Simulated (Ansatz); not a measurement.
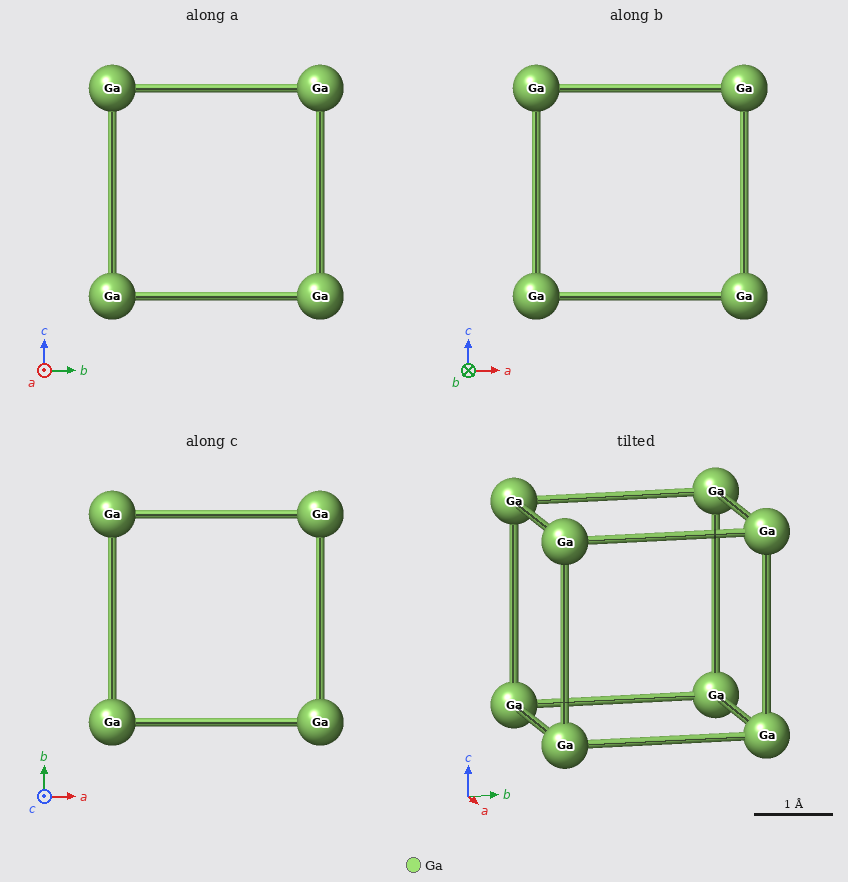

This ball-and-stick model is shown along the a axis, along the b axis, along the c axis and slightly off an axis. The lines enclose the conventional unit cell; boundary atoms appear with their images.

Lattice parameters: a = 2.671 Å, b = 2.671 Å, c = 2.671 Å, α = 90.00°, β = 90.00°, γ = 90.00°. Put a along x and b in the xy plane.

**Write down what is shown as a POSCAR file.**

```
Ga
1.0
     2.671    0.000    0.000
     0.000    2.671    0.000
     0.000    0.000    2.671
Ga
1
Direct
  0.0000 0.0000 0.0000
```

The cell started as a structure type filled with this element by a generator (whether the element takes this form wasn't checked). Earlier steps of the study may have refined or changed the cell and positions. It went into a calculation with Ansatz.
